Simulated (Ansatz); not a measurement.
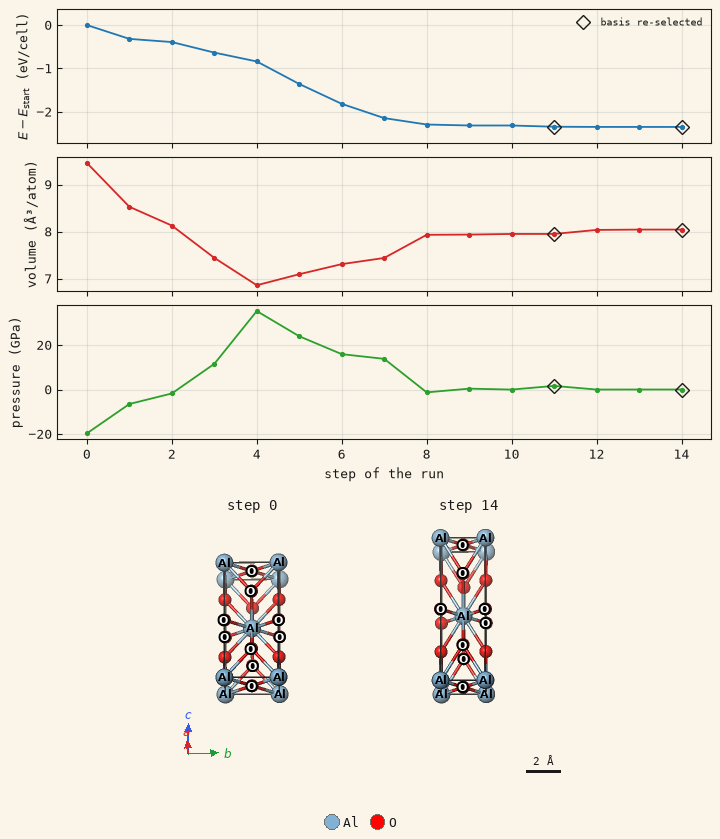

First and last geometry of a relaxation of a crystal of AlO₃ (built on the TiAl3 (D0_22)_139 type) (coarse preliminary run), with the history of the run. The picture is a ball-and-stick view of the conventional cell (2 times the calculation's cell), seen from a free direction. Lengths and directions refer to the drawn axes.

Case: TiAl3 (D0_22) type (I4/mmm, No. 139).

Level of theory: DFT r2SCAN, scalar-relativistic, plane waves, PAW (Ansatz).

The input:
```yaml
crystal:
  lattice:
    - [-1.6178156709, 1.6178156709, 3.613822018]
    - [1.6178156709, -1.6178156709, 3.613822018]
    - [1.6178156709, 1.6178156709, -3.613822018]
  atoms:
    - { symbol: Al, position: [0.0, 0.0, 0.0] }
    - { symbol: O, position: [0.5, 0.5, 0.0], spin: 0.89 }
    - { symbol: O, position: [0.25, 0.75, 0.5], spin: 1.25 }
    - { symbol: O, position: [0.75, 0.25, 0.5], spin: 1.25 }
basis:
  ecutwfc: 500
kpoints:
  mp_grid: { grid: [8, 8, 8] }
hamiltonian:
  xc: r2scan
scf:
  occupations: { method: gaussian, width: 0.1 }
  lower_state_search: "off"
output:
  forces: true
  stress: true
  eigenvalues: true
  populations: true
magnetization:
  spin_polarized: true
relax:
  adjacent_minimum: "off"
  f_tol: 0.04
  max_steps: 70
  cell: { stress_tol: 0.4 }
```

Command:
```bash
ansatz run input.yaml --threads 1 --pin off --max-ram 2560MiB --backend cpu --events-out ev --progress --plain --runs-dir out
```

Q: Did the run converge, and what did it change?

A: It converged. No atom moves by more than 0.005 Å relative to the cell. The volume changes by −15.0 %, with a = b 3.236 → 2.679 Å (−17.2 %), c 7.228 → 8.965 Å (+24.0 %). Some distances before and after: Al1–O2 2.288 → 1.894 Å, Al1–O3 2.425 → 2.611 Å. The space group stays I4/mmm (No. 139). The energy falls by 2.349 eV per cell of the calculation in 12 accepted moves (14 points after the start). All forces vanish by symmetry, so only the cell relaxes. Pressure: −19.70 GPa at the start and 0.01 GPa at the end. The SCF was repeated twice at an unchanged geometry on a basis and grid sized afresh for the cell, which shifted the energy by 28.6 meV per cell of the calculation at most. The program noted that the starting moments weren't kept.
